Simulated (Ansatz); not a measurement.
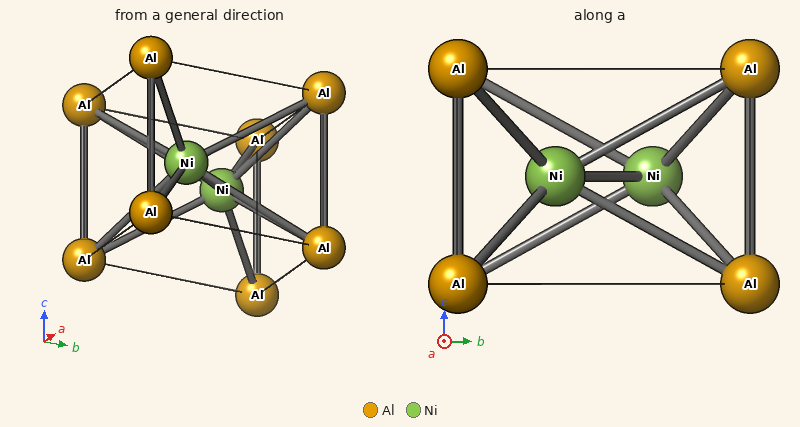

Ball-and-stick drawing of the structure, looking from a general direction and along the a axis. The parallelepiped is the conventional unit cell.

Cell dimensions are a = 3.978 Å, b = 3.978 Å, c = 2.538 Å, α = 90.00°, β = 90.00°, γ = 120.00°.

**Count the atoms and give the formula.**

AlNi2. The cell holds 1 Al, 2 Ni, counting shared atoms by their share.

**State the space group and its number.**

P6/mmm (No. 191), with Al on 1a and Ni on 2d.

**Which known structure type is this?**

AlB₂ type.

Starting structure: a textbook structure type filled with these elements (whether it is the usual form wasn't checked). Atoms and cell were optimised with DFT r2SCAN, scalar-relativistic, plane waves, PAW in Ansatz.
